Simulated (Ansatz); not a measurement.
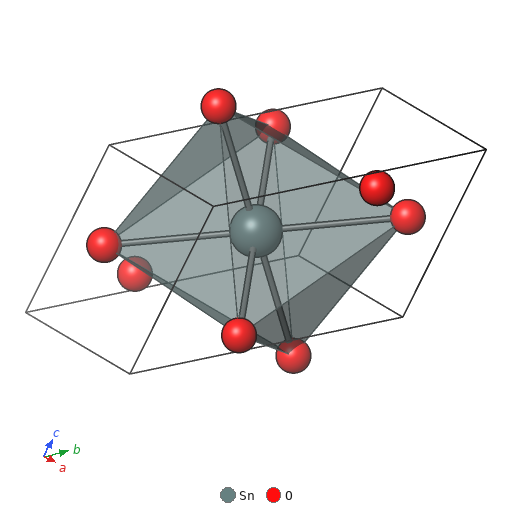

System: SnO₂, space group R-3m (No. 166). The picture shows the cell.

Starting cell:
```xyz
3
Lattice="1.6171 0.9336 4.8006 -1.6171 0.9336 4.8006 0.0000 -1.8673 4.8006" Properties=species:S:1:pos:R:3 pbc="T T T"
Sn    0.0000    0.0000    7.2009
O     0.0000    0.0000    3.4157
O     0.0000    0.0000   10.9861
```

How it was computed, with Ansatz 0.2.0: all atoms of one element of a crystal moved along a line, all else fixed, by plane-wave density functional theory with PAW datasets, free energies less that of the undisturbed cell, pressure positive in compression; scalar-relativistic. Level: r2SCAN, no spin polarisation.

```json
{"setting": "wave cutoff", "value": "500 eV"}
{"setting": "k mesh", "value": "12×12×12"}
{"setting": "occupations", "value": "Gaussian"}
{"setting": "smearing width", "value": "0.05 eV"}
{"setting": "k shift", "value": "(0, 0, 0) (mesh steps)"}
{"setting": "start", "value": "as given"}
{"setting": "moved element", "value": "Sn"}
{"setting": "direction", "value": "(0, -0.8785, 0.4777) (Cartesian unit vector)"}
```

The points at displacement −0.225, −0.075, 0.15 and 0.3 follow from computed ones by symmetry.

Predict the energy change, force along the direction (sum over moved atoms), pressure and gap on the k mesh against displacement. The displacement takes the values −0.3000, −0.2250, −0.1500, −0.0750, 0.0000, 0.0750, 0.1125, 0.1500, 0.1875, 0.2250, 0.2625, 0.3000 Å.

The energy rises on both sides of the starting structure, which is therefore a minimum along this path. The energy change is 0.8048 eV/cell at displacement −0.3000 Å and 0.8048 eV/cell at 0.3000 Å; the lowest computed point is at displacement 0.0000 Å (0.0000 eV/cell), and no other minimum shows. The force along the direction (sum over moved atoms) falls from 6.5 eV/Å at displacement −0.3000 Å to −6.5 eV/Å at 0.3000 Å, and changes sign near 0.000 Å. The pressure goes from 2.079 GPa at displacement −0.3000 Å to 2.079 GPa at 0.3000 Å, not monotonically, with a low of −7.176 GPa at 0.0000 Å, and changes sign near −0.264 Å and 0.267 Å.

```
displacement (Å)  energy change (eV/cell)  force along the direction (sum over moved atoms) (eV/Å)  pressure (GPa)  gap on the k mesh (eV)
         -0.3000                   0.8048                                                      6.5           2.079                   2.239
         -0.2250                   0.4124                                                      4.1          -2.270                   2.325
         -0.1500                   0.1710                                                      2.4          -5.087                   2.386
         -0.0750                   0.0410                                                      1.1          -6.667                   2.424
          0.0000                   0.0000                                                      0.0          -7.176                   2.436
          0.0750                   0.0410                                                     -1.1          -6.667                   2.424
          0.1125                   0.0938                                                     -1.7          -6.019                   2.408
          0.1500                   0.1710                                                     -2.4          -5.087                   2.386
          0.1875                   0.2757                                                     -3.2          -3.849                   2.358
          0.2250                   0.4124                                                     -4.1          -2.270                   2.325
          0.2625                   0.5864                                                     -5.2          -0.310                   2.286
          0.3000                   0.8048                                                     -6.5           2.079                   2.239
```

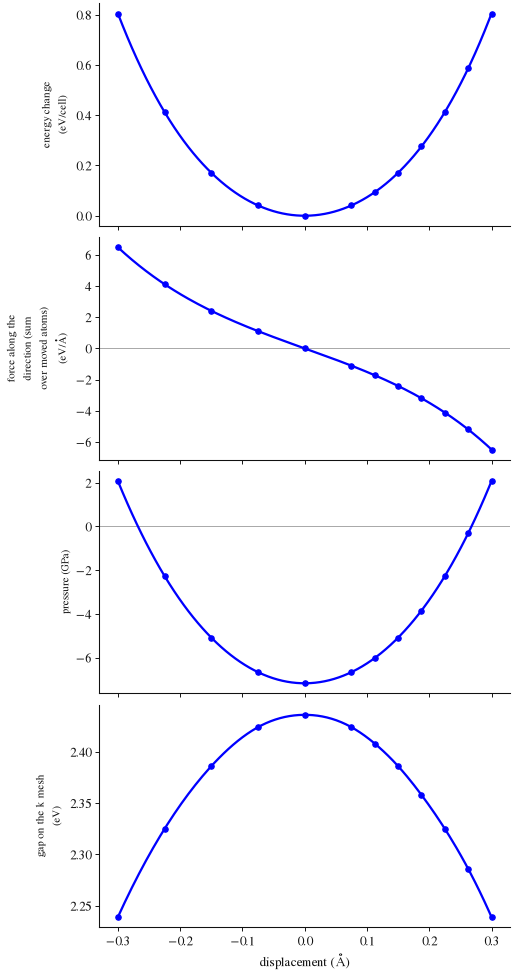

Limits of the calculation: reference crystal is not relaxed.
